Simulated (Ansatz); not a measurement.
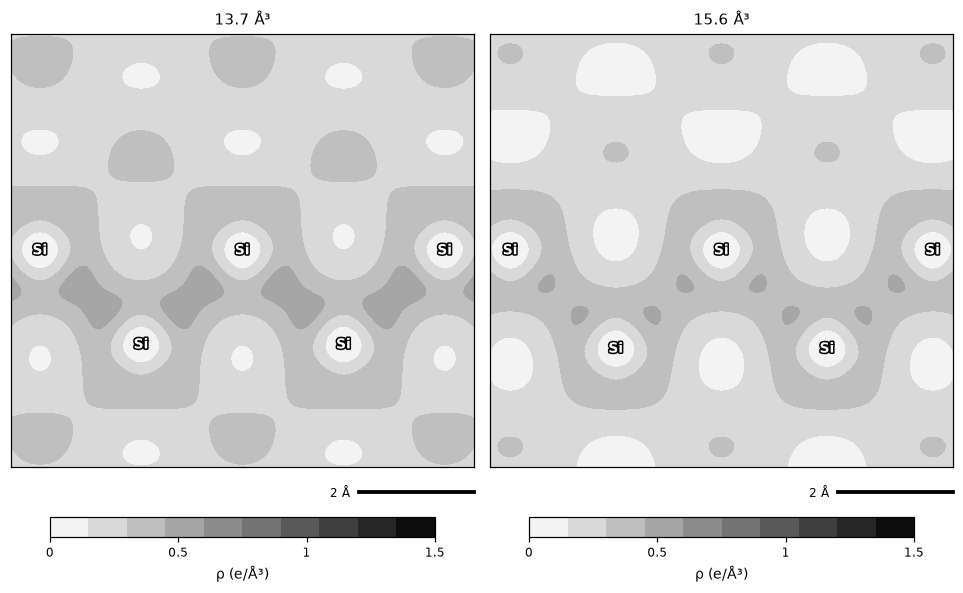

Si. The valence charge density (pseudo) of cells scaled evenly to different volumes (given per atom above each panel), on the (110) plane of each (indices in the axes of the cell below), at one length scale and on one colour scale.

A generated structure, not necessarily the stable one.

All numbers below come from DFT, RPBE, plane waves (420 eV) with PAW, scalar-relativistic (Ansatz 0.2.0).

In a PAW calculation such maps are meaningful between the atoms, not at the nuclei.

The largest cell:

```xyz
2
Lattice="-2.4113 2.4123 1.3365 2.4123 -2.4113 1.3365 2.4139 2.4139 -1.3345" Properties=species:S:1:pos:R:3 pbc="T T T"
Si    0.0000    0.0000    0.0000
Si    0.0016    2.4134    0.6693
```

| volume (Å³/atom) | Si–Si contact in the plane (Å) | ρ at its midpoint (e/Å³) | 
| --- | --- | --- |
| 13.70 | 2.399 | 0.495 | 
| 14.32 | 2.435 | ? | 
| 15.57 | 2.503 | 0.428 | 

### What values belong in the row with question marks?

Over the known rows ln ρ falls by 1.40 per Å of Si–Si distance (the line through the two), which gives 0.471 e/Å³ at 2.435 Å; the calculation gives 0.471 e/Å³.
